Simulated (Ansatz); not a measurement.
## Single-point calculation of C (part 1 of 3)

- system: C (slab, 24 atoms in the cell)
- method: DFT, PBEsol, plane waves, PAW, no spin polarisation (Ansatz 0.2.0)

The structure derives from a Materials Project entry. Figures and captions count atoms from 1; the log counts them from 0 in places.

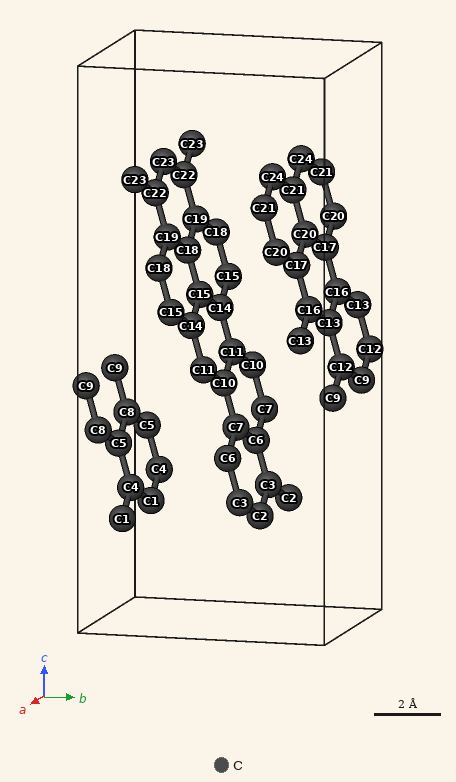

Fig. 1: The structure as given in the input (ball-and-stick view of the 2 × 1 repeat of the cell, with the vacuum cut short, seen slightly off an axis; atoms are numbered from 1 in the order of the input). An atom can appear more than once, as a periodic image. Near neighbours in the periodic cell (some may lie outside the picture): C has 2 C at 1.42 Å; C has 3 C at 1.42 Å.

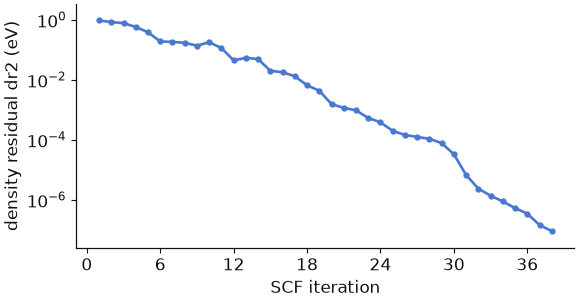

Fig. 2: Convergence of the self-consistent field: density residual dr2 against the SCF iteration. The residual falls almost steadily, with no more than small rises.

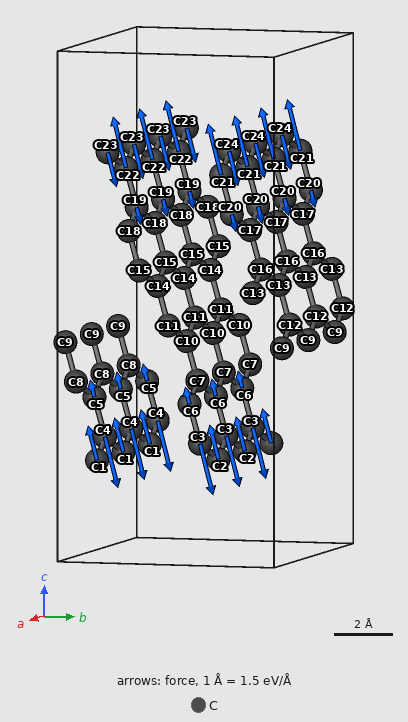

Fig. 3: Forces on the atoms as blue arrows (ball-and-stick view of the 3 × 1 repeat of the cell, with the vacuum cut short, seen slightly off an axis; atoms are numbered from 1 in the order of the input); the smallest are left out. The largest act on C3, C4, C21, C22 (2.79 eV/Å); C1, C2, C23, C24 (1.90 eV/Å); C5, C6, C19, C20 (0.96 eV/Å). The geometry is not a stationary point of this energy.

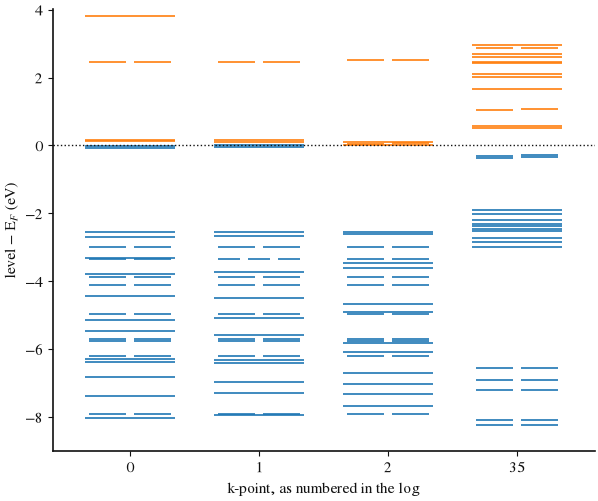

Fig. 4: Kohn–Sham levels near the Fermi level (dotted) at the few k-points that the log prints; levels within 0.02 eV of each other stand side by side. The system is metallic on the full mesh.

The input that produced these results follows, with the program's output.

**Input file**
```yaml
crystal:
  lattice:
    - [2.4587444254, 0.0, 0.0]
    - [-1.2289376231, 7.6288960467, 0.0]
    - [0.0, 0.0, 25.9064941272]
  atoms:
    - { symbol: C, position: [0.6978024571, 0.1460681947, 0.2895027001] }
    - { symbol: C, position: [0.1978373504, 0.646138006, 0.2895086763] }
    - { symbol: C, position: [0.6848237541, 0.6201621047, 0.3158218804] }
    - { symbol: C, position: [0.1847888608, 0.1200922935, 0.3158159042] }
    - { symbol: C, position: [0.1586778608, 0.0681449612, 0.368437784] }
    - { symbol: C, position: [0.6587127541, 0.5682147725, 0.3684437602] }
    - { symbol: C, position: [0.1456991578, 0.5422388712, 0.3947569643] }
    - { symbol: C, position: [0.6456642645, 0.0421690599, 0.3947509881] }
    - { symbol: C, position: [0.6195532646, 0.9902217277, 0.4473728679] }
    - { symbol: C, position: [0.1195881579, 0.490291539, 0.4473788441] }
    - { symbol: C, position: [0.6065745615, 0.4643156377, 0.4736920482] }
    - { symbol: C, position: [0.1065396682, 0.9642458264, 0.473686072] }
    - { symbol: C, position: [0.0804286683, 0.9122984942, 0.5263079518] }
    - { symbol: C, position: [0.5804635616, 0.4123683054, 0.526313928] }
    - { symbol: C, position: [0.0674499652, 0.3863924042, 0.5526271321] }
    - { symbol: C, position: [0.567415072, 0.8863225929, 0.5526211559] }
    - { symbol: C, position: [0.541304072, 0.8343752607, 0.6052430357] }
    - { symbol: C, position: [0.0413389653, 0.3344450719, 0.6052490119] }
    - { symbol: C, position: [0.528325369, 0.3084691707, 0.631562216] }
    - { symbol: C, position: [0.0282904757, 0.8083993594, 0.6315562398] }
    - { symbol: C, position: [0.0021794757, 0.7564520271, 0.6841781196] }
    - { symbol: C, position: [0.502214369, 0.2565218384, 0.6841840958] }
    - { symbol: C, position: [0.9892007727, 0.2305459371, 0.7104972999] }
    - { symbol: C, position: [0.4891658794, 0.7304761259, 0.7104913237] }
basis:
  ecutwfc: 420
  ecutrho_ratio: 9
kpoints:
  mp_grid: { grid: [14, 5, 1] }
hamiltonian:
  xc: pbesol
scf:
  occupations: { method: cold, width: 0.001 }
  mixing: { algorithm: anderson, beta: 0.2 }
output:
  forces: true
  eigenvalues: true
  stress: true
efield:
  axis: 3
  dipole_correction: true
  ramp_width: 0.04
```

Launched with:
```bash
ansatz run input.yaml --threads 2 --pin off --max-ram 5120MiB --backend cpu --events-out ev --progress --plain --runs-dir out
```

**Log**
```
Engine: ansatz 0.2.0, x86_64-unknown-linux-gnu
Pseudopotentials: kind: paw
Pseudopotential: C, paw, valence charge 4, recommended cutoff 420 eV (normal), C.paw.azcp
Functional definition: PBEsol
  exchange = pbesol_x
  correlation = pbesol_c
Crystal: 24 atoms, lattice volume = 485.941 Å³
Basis set: ecut = 420 eV, 9439 PW (Γ), exchange–correlation on 50×160×540 points (8 copies of the dense FFT grid, shifted against one another)
Bands: 72, of which v1, the nominal top of the filled ones, is band 48 counted from 1 (47 counted from 0)
Symmetry: 1 space group operations
k-points: 36 of 70 (time reversal used)
Non-local potential: C, projectors of the file, l = 0: 2, l = 1: 2, l = 2: 1
PAW form: soft (Blöchl's): semilocal exchange-correlation on the pseudo side does not see the compensation charge
PAW frozen core: C, regenerated for the run's functional, and the local potential with it (the file was generated under x = pbe(κ = 0.804, μ = 0.2195149727645171), c = pbe(β = 0.06672455060314922))
PAW one-centre angular grid: C, 110 points (default); XC on 64 Gauss nodes
Initial density: superposition of atomic densities (neutral atoms: chi_scale 0, normalization atom), corrected by the library's trained network
Initial wavefunctions: pseudopotential atomic-orbital guess
Functional: x = pbesol(κ = 0.804, μ = 0.12345679012345678), c = pbesol(β = 0.046)
```
